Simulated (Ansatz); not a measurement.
## Single-point calculation of SnO

SnO (Cmc2₁, 8 atoms in the cell), computed with DFT PBE, scalar-relativistic, plane waves, PAW, no spin polarisation (Ansatz 0.2.0).

The structure derives from an entry of the Crystallography Open Database. It belongs to a series of runs on one base structure; here: structure reported for this formula (Cmc2_1, No. 36). Figures and captions count atoms from 1; the log counts them from 0 in places.

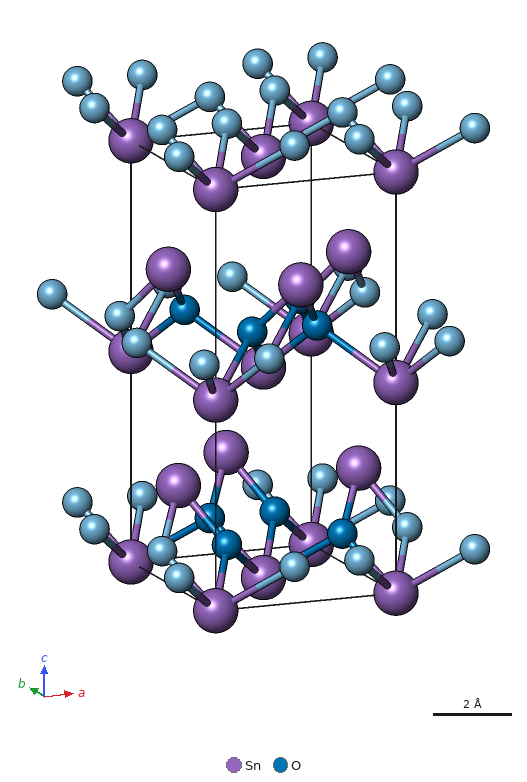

Fig. 1: The input geometry (ball-and-stick view of the cell 2 times as large as that of the calculation, set on its symmetry axes, seen slightly off an axis; neighbours outside the cell are drawn fainter).

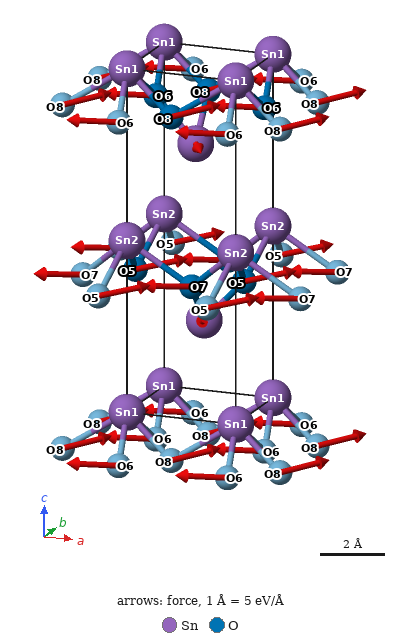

Fig. 2: Forces on the atoms as red arrows (ball-and-stick view of the cell of the calculation, seen slightly off an axis; neighbours outside the cell are drawn fainter; atoms are numbered from 1 in the order of the input). The largest act on all 4 O atoms (8.83 eV/Å). The geometry is not a stationary point of this energy.

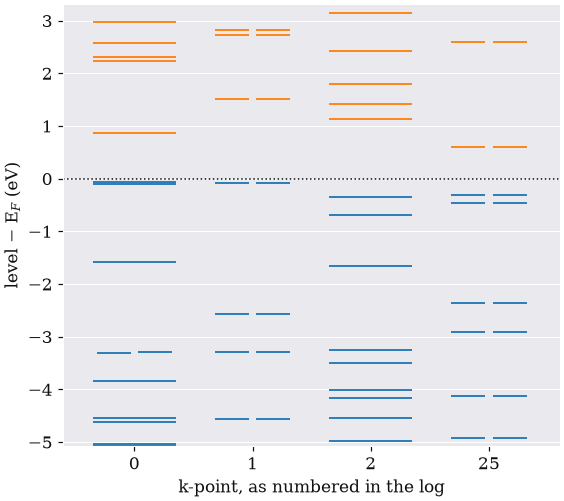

Fig. 3: Kohn–Sham levels near the Fermi level (dotted) at the few k-points that the log prints; levels within 0.02 eV of each other stand side by side. The system is metallic on the full mesh.

The input that produced these results follows, with the program's output.

The input
```yaml
crystal:
  lattice:
    - [2.5, -2.86, 0.0]
    - [2.5, 2.86, 0.0]
    - [0.0, 0.0, 11.12]
  atoms:
    - { symbol: Sn, position: [0.0, 0.0, 0.0] }
    - { symbol: Sn, position: [0.0, 0.0, 0.5] }
    - { symbol: Sn, position: [0.559, 0.441, 0.254] }
    - { symbol: Sn, position: [0.441, 0.559, 0.754] }
    - { symbol: O, position: [0.93, 0.43, 0.38] }
    - { symbol: O, position: [0.07, 0.57, 0.88] }
    - { symbol: O, position: [0.57, 0.07, 0.38] }
    - { symbol: O, position: [0.43, 0.93, 0.88] }
basis:
  ecutwfc: 420
kpoints:
  mp_grid: { grid: [6, 6, 2] }
hamiltonian:
  xc: pbe
scf:
  occupations: { method: gaussian, width: 0.1 }
  lower_state_search: "off"
output:
  forces: true
  stress: true
  eigenvalues: true
```

Launch command:
```bash
ansatz run input.yaml --threads 1 --pin off --max-ram 2560MiB --backend cpu --events-out ev --progress --plain --runs-dir out
```

Output
```
Engine: ansatz 0.2.0, x86_64-unknown-linux-gnu
Pseudopotentials: kind: paw
Pseudopotential: Sn, paw, valence charge 14, recommended cutoff 420 eV (normal), Sn.paw.azcp
Pseudopotential: O, paw, valence charge 6, recommended cutoff 420 eV (normal), O.paw.azcp
Functional definition: PBE
  parameter kappa = 0.804
  parameter beta = 0.06672455060314922
  exchange = pbe_x(kappa = kappa, mu = beta*pi^2/3)
  correlation = pbe_c(beta = beta)
Crystal: 8 atoms, lattice volume = 159.016 Å³
Basis set: ecut = 420 eV, 3129 PW (Γ), exchange–correlation on 54×54×150 points (8 copies of the dense FFT grid, shifted against one another)
Bands: 48, of which v1, the nominal top of the filled ones, is band 40 counted from 1 (39 counted from 0)
Symmetry: 4 space group operations
Space group: Cmc21 (ITA 36), of the structure as read, at distance tolerance 5.4e-5 Å
k-points: 26 of 72
Non-local potential: Sn, projectors of the file, l = 0: 2, l = 1: 2, l = 2: 2, l = 3: 2
Non-local potential: O, projectors of the file, l = 0: 2, l = 1: 2, l = 2: 1
PAW form: soft (Blöchl's): semilocal exchange-correlation on the pseudo side does not see the compensation charge
PAW one-centre angular grid: Sn, 590 points (default); XC on 64 Gauss nodes
PAW one-centre angular grid: O, 110 points (default); XC on 64 Gauss nodes
Initial density: superposition of atomic densities (neutral atoms: chi_scale 0, normalization atom), corrected by the library's trained network
Initial wavefunctions: pseudopotential atomic-orbital guess
Functional: x = pbe(κ = 0.804, μ = 0.2195149727645171), c = pbe(β = 0.06672455060314922)
SCF iter   1: F=—  HF=-26359.236999 eV  |F-HF|=—  |Δ(HF+E_count)|=         —  Δρ=1.26e-2  dr2=2.18e-1  ethr=1.77e-3  ⟨swp⟩=6.3  Hψ=4860  notcnv=0
preconditioner: auto → LDOS  [insulator: Δε(μ)=0.126 eV  Ē_g=17.178 eV  σ=0.100 eV  W_gap=0.51  n_scr=42 (ndim 8)  ℏωp=26.3 eV  f_vac=0.029  D(μ)=2.04/eV (n_scr^D=4)  ε∞_Penn≈3.4  β→1.0]
SCF iter   2: F=—  HF=-26359.275424 eV  |F-HF|=—  |Δ(HF+E_count)|=   3.84e-2  Δρ=1.54e-2  dr2=6.07e-1  ethr=2.72e-4  ⟨swp⟩=2.4  Hψ=2126  notcnv=0  defer=61  recentre
SCF iter   3: F=—  HF=-26359.216069 eV  |F-HF|=—  |Δ(HF+E_count)|=   5.94e-2  Δρ=5.96e-3  dr2=5.58e-2  ethr=2.72e-4  ⟨swp⟩=2.0  Hψ=1715  notcnv=0  defer=61
SCF iter   4: F=—  HF=-26359.210669 eV  |F-HF|=—  |Δ(HF+E_count)|=   5.40e-3  Δρ=4.05e-4  dr2=3.76e-4  ethr=6.98e-5  ⟨swp⟩=1.4  Hψ=1350  notcnv=0  defer=40
SCF iter   5: F=—  HF=-26359.210702 eV  |F-HF|=—  |Δ(HF+E_count)|=   3.26e-5  Δρ=1.04e-4  dr2=2.36e-5  ethr=4.70e-7  ⟨swp⟩=2.3  Hψ=1877  notcnv=0  defer=36
SCF iter   6: F=—  HF=-26359.210673 eV  |F-HF|=—  |Δ(HF+E_count)|=   2.93e-5  Δρ=3.81e-5  dr2=2.40e-6  ethr=2.96e-8  ⟨swp⟩=3.0  Hψ=2371  notcnv=0  defer=14
SCF iter   7: F=-26359.210673 eV  HF=-26359.210673 eV  |F-HF|=2.96e-8  |Δ(HF+E_count)|=   4.15e-7  Δρ=7.31e-6  dr2=8.73e-8  ethr=1.25e-10  ⟨swp⟩=9.2  Hψ=6266  notcnv=0
SCF 1 converged in 7 iterations: F = -26359.210673 eV  dr2 = 8.73e-8
  greatest PAW one-centre occupation: 0.993 electrons in one spin orbital (limit 2), on the Sn atom at site 0 (counted from 0), in its partial waves of l = 2
SCF converged after 7 iterations
Free energy (F): -26359.210673 eV
Harris-Foulkes:  -26359.210673 eV  (|F-HF|=2.96e-8)
Internal energy: -26359.191491 eV  (E = F + TS)
E sigma→0 (E₀):  -26359.201082 eV
Entropy (-TS):   -0.019182 eV (-2.398 meV/atom)
Fermi energy:    8.837656 eV
--- Per-component energies (eV) ---
  E_band       = -489.036205
  E_kinetic    = 1449.845330
  E_local      = -6152.098346  (includes V_loc(G=0)·N_el)
  E_nonlocal   = 65.745621
  E_hartree    = 3234.074601
  E_xc         = -1825.065965
  E_vxc        = -759.839643  (∫ρ·V_xc dr)
  E_paw        = -17175.796279  (= ΣΔE_a)
  E_vpaw       = -1560.834987  (= ΣTr[D̂ρ^β])
  E_aug_tail   = 0.009593  (compensation charges beyond the density's cutoff)
  E_ewald      = -5955.906048
  E_smearing   = -0.019182  (= −TS)
  E_closure    = 0.000000  (closes the sum)
  Σ components = -26359.210673   (vs F -26359.210673, Δ=0.00e0)
--- Forces (eV/Å), atoms counted from 1 ---
  atom   1  Sn     0.00000000     0.90065142    -1.05306728
  atom   2  Sn     0.00000000    -0.90065142    -1.05306728
  atom   3  Sn     0.00000000     2.17629086    -1.11716157
  atom   4  Sn     0.00000000    -2.17629086    -1.11716157
  atom   5  O      8.74461740    -0.58459795     1.08511224
  atom   6  O     -8.74461740     0.58459795     1.08511224
  atom   7  O     -8.74461740    -0.58459795     1.08511224
  atom   8  O      8.74461740     0.58459795     1.08511224
  max |Σ_I F_I| component: 8.77e-6 eV/Å
--- Stress (GPa, compression-positive) ---
       30.524226       0.000000       0.000000
        0.000000       0.289425       0.000000
        0.000000       0.000000      -0.698263
  P = ⅓ Tr σ = 10.0385 GPa (100.385 kbar)
--- Band table (eV; the first three rows and the last of 26) ---
  k-point 0: bands = ["-13.9668", "-13.9629", "-13.5645", "-13.5589", "-13.3670", "-13.3605", "-13.3325", "-13.3295", "-13.3272", "-13.3096", "-13.3048", "-13.2883", "-13.2672", "-13.2653", "-13.2643", "-13.2485", "-13.2421", "-13.2353", "-13.1798", "-13.1794", "-11.7125", "-11.7097", "-8.1837", "-8.1826", "-1.1570", "-0.3798", "0.9816", "1.9373", "2.4828", "3.7181", "3.7714", "3.7952", "4.2230", "4.2865", "4.9887", "5.5327", "5.5485", "7.2470", "8.7315", "8.7667", "9.6979", "11.0651", "11.1457", "11.4201", "11.8188", "12.3485", "13.0799", "13.2312"]
  k-point 1: bands = ["-13.9648", "-13.9648", "-13.5617", "-13.5617", "-13.3641", "-13.3641", "-13.3308", "-13.3308", "-13.3193", "-13.3193", "-13.2974", "-13.2974", "-13.2645", "-13.2645", "-13.2567", "-13.2567", "-13.2383", "-13.2383", "-13.1796", "-13.1796", "-11.7111", "-11.7111", "-8.1831", "-8.1831", "-0.8613", "-0.8613", "1.6546", "1.6546", "2.7740", "2.7740", "3.7562", "3.7562", "4.2832", "4.2832", "5.5408", "5.5408", "6.2688", "6.2688", "8.7504", "8.7504", "10.3472", "10.3472", "11.5558", "11.5558", "11.6656", "11.6656", "13.8094", "13.8094"]
  k-point 2: bands = ["-13.9880", "-13.9831", "-13.5524", "-13.5459", "-13.3607", "-13.3562", "-13.3346", "-13.3322", "-13.3241", "-13.3118", "-13.3059", "-13.2921", "-13.2723", "-13.2620", "-13.2561", "-13.2550", "-13.2417", "-13.2361", "-13.1768", "-13.1757", "-11.6098", "-11.6079", "-8.2820", "-8.2806", "-1.0082", "-0.3377", "1.1810", "2.1087", "2.5517", "3.2686", "3.3740", "3.8623", "4.2894", "4.6815", "4.8316", "5.3344", "5.5849", "7.1828", "8.1399", "8.4953", "9.9737", "10.2554", "10.6426", "11.2688", "11.9801", "12.2084", "12.5686", "13.3543"]
  k-point 25: bands = ["-14.0961", "-14.0961", "-13.5375", "-13.5375", "-13.3573", "-13.3573", "-13.3141", "-13.3141", "-13.3047", "-13.3047", "-13.2826", "-13.2826", "-13.2651", "-13.2651", "-13.2440", "-13.2440", "-13.2298", "-13.2298", "-13.1562", "-13.1562", "-10.9664", "-10.9664", "-8.6454", "-8.6454", "-0.6281", "-0.6281", "0.9488", "0.9488", "2.6013", "2.6013", "3.9118", "3.9118", "4.7153", "4.7153", "5.9266", "5.9266", "6.4715", "6.4715", "8.3830", "8.3830", "8.5277", "8.5277", "9.4480", "9.4480", "11.4299", "11.4299", "12.2014", "12.2014"]
```

Summary

```csv
quantity,value
outcome,converged
space group (tolerance 0.01 Å),Cmc2₁ (36)
electrons treated,80
free energy,−26359.2107 eV
Fermi energy,8.838 eV
gap on the k-point mesh,none (metallic)
pressure,10.04 GPa
largest force (length of the vector),8.831 eV/Å
hardware,"1 thread of Intel Xeon @ 2.90GHz (Ice Lake), 192 GiB of memory available, shared host"
wall time,14 s
peak memory,0.48 GiB
```
